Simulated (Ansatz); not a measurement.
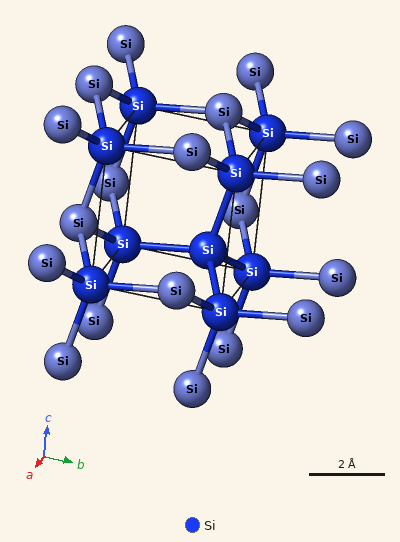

*The structure as given in the input (ball-and-stick view of the reduced cell, seen slightly off an axis; neighbours outside the cell are drawn fainter).*

Near neighbours in the crystal (not all of them lie inside the picture): Si has 4 Si at 2.35 Å.

Run report: Si, band-structure calculation

- system: Si (2 atoms in the cell)
- method: DFT, PBE, plane waves, PAW, no spin polarisation (Ansatz 0.2.0)

The structure was built on a prototype by a generator. The geometry comes from this level: r2SCAN (a point of a series of strains). It belongs to a series of runs on one base structure; here: uniaxial_z strain -0.9%.

### What the program printed
```
scf.n_extra_bands = 4 over 4 filled bands (N_el = 8.0): the run solves 8 bands
Engine: ansatz 0.2.0, aarch64-unknown-linux-gnu
Pseudopotentials: kind: paw
Pseudopotential: Si, paw, valence charge 4, recommended cutoff 420 eV (normal), Si.paw.azcp
Functional definition: PBE
  parameter kappa = 0.804
  parameter beta = 0.06672455060314922
  exchange = pbe_x(kappa = kappa, mu = beta*pi^2/3)
  correlation = pbe_c(beta = beta)
Crystal: 2 atoms, lattice volume = 39.999 Å³
Basis set: ecut = 420 eV, 749 PW (Γ), exchange–correlation on 54×54×54 points (8 copies of the dense FFT grid, shifted against one another)
Bands: 8, of which v1, the nominal top of the filled ones, is band 4 counted from 1 (3 counted from 0)
Symmetry: 16 space group operations
Space group: I41/amd (ITA 141), of the structure as read, at distance tolerance 3.4e-5 Å
k-points: 59 of 512
Non-local potential: Si, projectors of the file, l = 0: 2, l = 1: 2, l = 2: 2
PAW form: soft (Blöchl's): semilocal exchange-correlation on the pseudo side does not see the compensation charge
PAW one-centre angular grid: Si, 110 points (default); XC on 64 Gauss nodes
Initial density: superposition of atomic densities (neutral atoms: chi_scale 0, normalization atom), corrected by the library's trained network
Initial wavefunctions: pseudopotential atomic-orbital guess
Functional: x = pbe(κ = 0.804, μ = 0.2195149727645171), c = pbe(β = 0.06672455060314922)
SCF iter   1: F=—  HF=-1271.609443 eV  |F-HF|=—  |Δ(HF+E_count)|=         —  Δρ=1.09e-3  dr2=2.45e-4  ethr=1.77e-3  ⟨swp⟩=6.3  Hψ=4272  notcnv=0
preconditioner: auto → none  [insulator: Δε(μ)=0.522 eV  Ē_g=9.487 eV  σ=0.020 eV  W_gap=1.00  n_scr=8 (ndim 8)  ℏωp=16.6 eV  f_vac=0.000  D(μ)=0.00/eV (n_scr^D=0)  ε∞_Penn≈4.1]
SCF iter   2: F=—  HF=-1271.609816 eV  |F-HF|=—  |Δ(HF+E_count)|=   3.73e-4  Δρ=4.58e-4  dr2=4.16e-5  ethr=3.06e-6  ⟨swp⟩=2.2  Hψ=1240  notcnv=0
SCF iter   3: F=—  HF=-1271.609865 eV  |F-HF|=—  |Δ(HF+E_count)|=   4.87e-5  Δρ=9.03e-5  dr2=2.10e-6  ethr=5.20e-7  ⟨swp⟩=2.4  Hψ=719  notcnv=0
SCF iter   4: F=—  HF=-1271.609866 eV  |F-HF|=—  |Δ(HF+E_count)|=   1.11e-6  Δρ=2.50e-5  dr2=1.91e-7  ethr=2.63e-8  ⟨swp⟩=2.0  Hψ=707  notcnv=0
iter 5 did not close the SCF: its close was put off for the readings that it lacked (scf_convergence_deferred on its scf_iter line)
SCF iter   5: F=-1271.609866 eV  HF=-1271.609866 eV  |F-HF|=7.92e-10  |Δ(HF+E_count)|=   3.44e-8  Δρ=2.64e-6  dr2=1.34e-9  ethr=2.38e-9  ⟨swp⟩=2.0  Hψ=708  notcnv=0
SCF iter   6: F=-1271.609866 eV  HF=-1271.609866 eV  |F-HF|=7.73e-12  |Δ(HF+E_count)|=   1.03e-9  Δρ=4.44e-7  dr2=4.96e-11  ethr=1.67e-11  ⟨swp⟩=4.4  Hψ=2165  notcnv=0
SCF 1 converged in 6 iterations: F = -1271.609866 eV  dr2 = 4.96e-11
  greatest PAW one-centre occupation: 0.634 electrons in one spin orbital (limit 2), on the Si atom at site 1 (counted from 0), in its partial waves of l = 0
NSCF: frozen V_eff on 7 k-points
SCF converged after 6 iterations
Free energy (F): -1271.609866 eV
Harris-Foulkes:  -1271.609866 eV  (|F-HF|=7.73e-12)
Internal energy: -1271.609866 eV  (E = F + TS)
E sigma→0 (E₀):  -1271.609866 eV
Fermi energy:    6.536024 eV
--- Per-component energies (eV) ---
  E_band       = 9.404984
  E_kinetic    = 80.901868
  E_local      = -54.768181  (includes V_loc(G=0)·N_el)
  E_nonlocal   = 52.035961
  E_hartree    = 14.911159
  E_xc         = -110.453693
  E_vxc        = -93.588630  (∫ρ·V_xc dr)
  E_paw        = -1025.621326  (= ΣΔE_a)
  E_vpaw       = -4.998396  (= ΣTr[D̂ρ^β])
  E_aug_tail   = 0.000012  (compensation charges beyond the density's cutoff)
  E_ewald      = -228.615666
  E_smearing   = -0.000000  (= −TS)
  E_closure    = 0.000000  (closes the sum)
  Σ components = -1271.609866   (vs F -1271.609866, Δ=0.00e0)
--- Forces (eV/Å), atoms counted from 1 ---
  atom   1  Si    -0.00000000    -0.00000000     0.00000000
  atom   2  Si    -0.00000000    -0.00000000     0.00000000
  max |Σ_I F_I| component: 8.33e-17 eV/Å
--- Stress (GPa, compression-positive) ---
        1.863615       0.000000       0.000000
        0.000000       1.863615       0.000000
        0.000000       0.000000       2.674419
  P = ⅓ Tr σ = 2.1339 GPa (21.339 kbar)
--- Band table (eV; the first three rows and the last of 59) ---
  k-point 0: bands = ["-5.7268", "6.2225", "6.2225", "6.2823", "8.7826", "8.8137", "8.8137", "9.6178"]
  k-point 1: bands = ["-5.5224", "4.6430", "5.9294", "5.9769", "8.7434", "9.2214", "9.2359", "10.9612"]
  k-point 2: bands = ["-4.9262", "2.3136", "5.4506", "5.5131", "8.2708", "9.7344", "9.7590", "13.1649"]
  k-point 58: bands = ["-1.5447", "-1.5447", "3.3449", "3.3449", "6.9034", "6.9034", "16.3478", "16.3478"]
```

### File bands.tsv
```
# k_distance	band_0	band_1	band_2	band_3	band_4	band_5	band_6	band_7
# fermi_ev = 6.536024
# lock_threshold_ev = 1e-6
# [0, 0, 0] at k_distance = 0.000000
# [0.5, 0, 0.5] at k_distance = 1.154098
# [0.625, 0.25, 0.625] at k_distance = 1.563886
# [0.375, 0.375, 0.75] at k_distance = 2.271638
# [0.5, 0.5, 0.5] at k_distance = 2.982421
# [0.5, 0.25, 0.75] at k_distance = 3.801997
# [0.419271, 0.419271, 0] at k_distance = 5.419901
# levels_relative_to = fermi_ev
# free_energy_ev = -1271.609866
# largest_residual_norms_ev = 9.518e-4 1.035e-3 1.278e-3 1.377e-3 4.373e-4 6.416e-4 1.500e-3 1.739e-3
0.000000	-12.262837	-0.313490	-0.313490	-0.253761	2.246605	2.277694	2.277694	3.081783
1.154098	-8.131018	-8.131018	-3.126181	-3.126181	0.435317	0.435317	9.811853	9.811853
1.563886	-8.533036	-7.538772	-4.600734	-2.698296	0.931360	3.871001	7.165691	7.715805
2.271638	-8.518923	-7.493656	-4.595625	-2.765134	0.859284	3.758950	7.165292	7.760073
2.982421	-9.928904	-7.267384	-1.533626	-1.452949	1.242728	3.010456	3.079345	7.431383
3.801997	-7.944416	-7.944416	-4.148125	-4.148125	3.938401	3.938401	4.673530	4.673530
5.419901	-9.264710	-6.763203	-3.087229	-3.087229	0.223456	0.825746	8.583759	8.583759
```

### File rho_z.tsv
```
# z_ang	rho[e/angstrom^3]
# format = ansatz-planar-average/11
# lattice	0.000000000	2.722118896	2.698980886
# lattice	2.722118896	0.000000000	2.698980886
# lattice	2.722118896	2.722118896	0.000000000
# sites	2
# site	14	0.000000000	0.000000000	0.000000000
# site	14	1.361059448	1.361059448	1.349490443
0.000000	2.587757e-1
0.142580	2.831456e-1
0.285160	3.016279e-1
0.427740	3.109896e-1
0.570320	3.096231e-1
0.712900	2.977606e-1
0.855479	2.774506e-1
0.998059	2.522449e-1
1.140639	2.263190e-1
1.283219	2.031359e-1
1.425799	1.843501e-1
1.568379	1.696197e-1
1.710959	1.574517e-1
1.853539	1.465824e-1
1.996119	1.368893e-1
2.138699	1.291781e-1
2.281278	1.243722e-1
2.423858	1.230210e-1
2.566438	1.252636e-1
2.709018	1.308649e-1
2.851598	1.391665e-1
2.994178	1.492061e-1
3.136758	1.603388e-1
3.279338	1.729968e-1
3.421918	1.886237e-1
3.564498	2.085475e-1
3.707078	2.326537e-1
```

### File v_z.tsv
```
# z_ang	v_es[eV]	v_tot[eV]
# format = ansatz-planar-average/11
# xc	pbe
# density_cutoff_ev	1680
# datasets	Si=:simpson_from_first_knot:soft
# lattice	0.000000000	2.722118896	2.698980886
# lattice	2.722118896	0.000000000	2.698980886
# lattice	2.722118896	2.722118896	0.000000000
# sites	2
# site	14	0.000000000	0.000000000	0.000000000
# site	14	1.361059448	1.361059448	1.349490443
0.000000	-3.383216e0	-1.441122e1
0.142580	-4.286740e0	-1.554492e1
0.285160	-4.983055e0	-1.641217e1
0.427740	-5.338403e0	-1.687520e1
0.570320	-5.286545e0	-1.680623e1
0.712900	-4.836506e0	-1.622659e1
0.855479	-4.074718e0	-1.528343e1
0.998059	-3.137955e0	-1.409023e1
1.140639	-2.059987e0	-1.261683e1
1.283219	-7.412101e-1	-1.078566e1
1.425799	8.200005e-1	-8.636506e0
1.568379	2.533359e0	-6.324357e0
1.710959	4.263875e0	-4.112585e0
1.853539	5.805194e0	-2.223833e0
1.996119	6.954325e0	-7.885986e-1
2.138699	7.684583e0	1.602586e-1
2.281278	8.096138e0	7.009090e-1
2.423858	8.209532e0	8.510747e-1
2.566438	8.020811e0	6.016771e-1
2.709018	7.534980e0	-3.575689e-2
2.851598	6.709605e0	-1.100073e0
2.994178	5.450158e0	-2.657945e0
3.136758	3.840109e0	-4.641553e0
3.279338	2.096709e0	-6.904380e0
3.421918	4.116319e-1	-9.197075e0
3.564498	-1.096403e0	-1.127710e1
3.707078	-2.348139e0	-1.301701e1
```

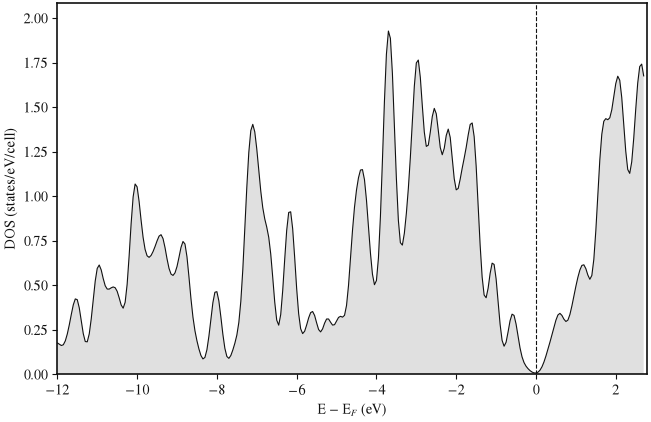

*Density of states (the curve is built from the levels of the k mesh with Gaussians 0.3 eV wide, which also blur the band edges), with energies from the Fermi level.*

Small ripples come from the finite k-point mesh.

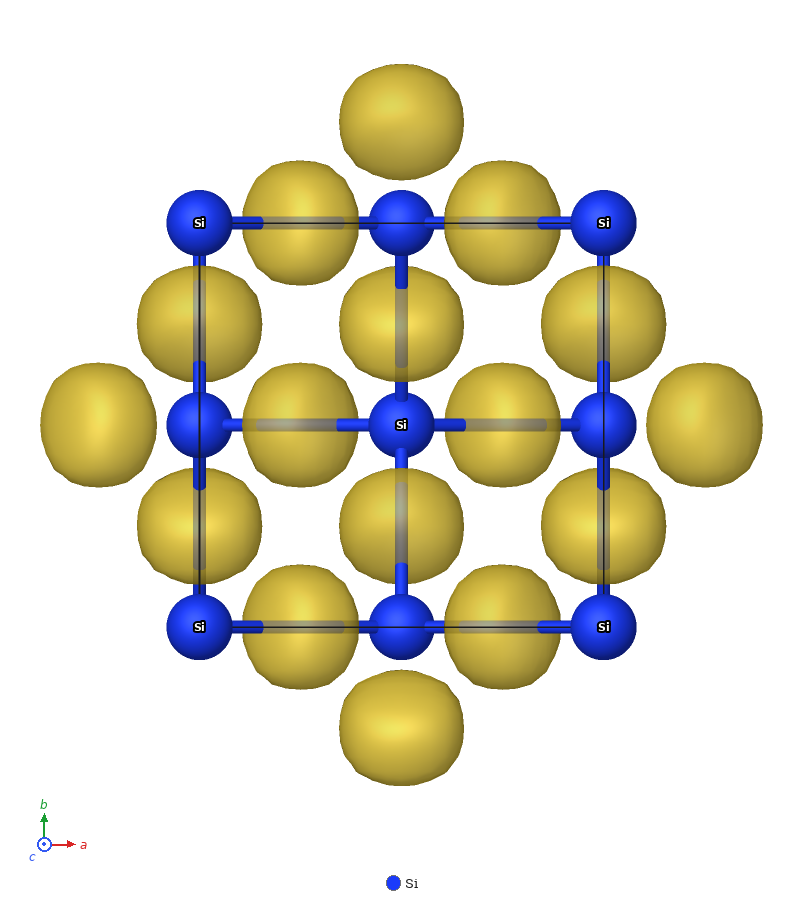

*Isosurface of the electron localisation function at 0.85 (yellow), seen along the c axis. Only the valence region is drawn (cores and ρ < 0.01 e/Å³ removed). Sticks mark near contacts. The outline is the cell set on symmetry axes.*

Profiles from the grid: Si–Si (2.35 Å): the ELF peaks at about 0.95 between the atoms (localised, shared-pair bonding). In a PAW calculation such maps are meaningful between the atoms, not at the nuclei.

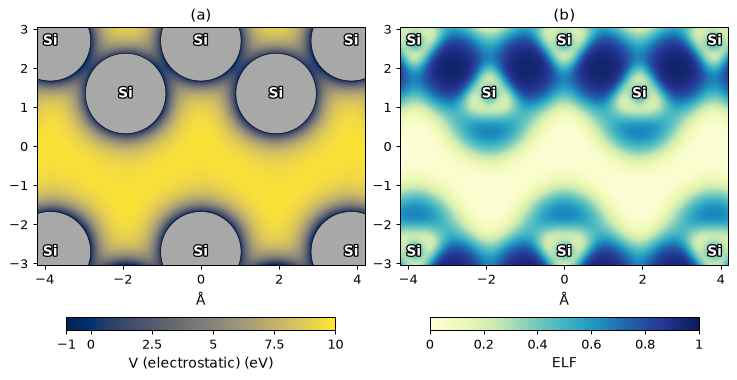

*(a) electrostatic potential energy of an electron; (b) electron localisation function on the (010) plane of the conventional cell. Grey discs, where drawn, cover atomic cores.*

Atoms in the plane: Si. Si–Si (2.35 Å): the ELF peaks at about 0.95 between the atoms, which marks a shared electron pair. Outside the cores the potential energy rises away from the atoms and is highest about 2.3 Å from the nearest atoms; outside the discs it spans about 10 eV, and its zero is arbitrary.

This output came from the following input.

### The input
```yaml
crystal:
  lattice:
    - [0.0, 2.7221188962, 2.6989808855]
    - [2.7221188962, 0.0, 2.6989808855]
    - [2.7221188962, 2.7221188962, 0.0]
  atoms:
    - { symbol: Si, position: [0.0, 0.0, 0.0] }
    - { symbol: Si, position: [0.25, 0.25, 0.25] }
kpoints:
  mp_grid: { grid: [8, 8, 8] }
  band_path:
    path:
      - [0.0, 0.0, 0.0]
      - [0.5, 0.0, 0.5]
      - [0.625, 0.25, 0.625]
      - [0.375, 0.375, 0.75]
      - [0.5, 0.5, 0.5]
      - [0.5, 0.25, 0.75]
      - [0.419271, 0.419271, 0.0]
    npoints: 1
hamiltonian:
  xc: pbe
scf:
  occupations: { method: fermi_dirac, width: 0.02 }
  n_extra_bands: 4
output:
  forces: true
  stress: true
  eigenvalues: true
  write_density: true
  write_potential: true
  elf: true
  volumetric_format: npy
```

Launch command:
```bash
ansatz run input.yaml --threads 4 --pin off --max-ram 3686MiB --backend cpu --events-out ev --progress --plain --runs-dir out
```

### Key numbers

```tsv
quantity	value
outcome	converged
space group (tolerance 0.01 Å)	I4₁/amd (141)
electrons treated	8
free energy	−1271.6099 eV
Fermi energy	6.536 eV
band gap	0.48 eV
pressure	2.13 GPa
largest force (length of the vector)	under 0.001 eV/Å
hardware	4 threads of an Arm (aarch64) CPU, shared host
wall time	0.82 s (CPU time 2.1 s)
peak memory	0.29 GiB
```
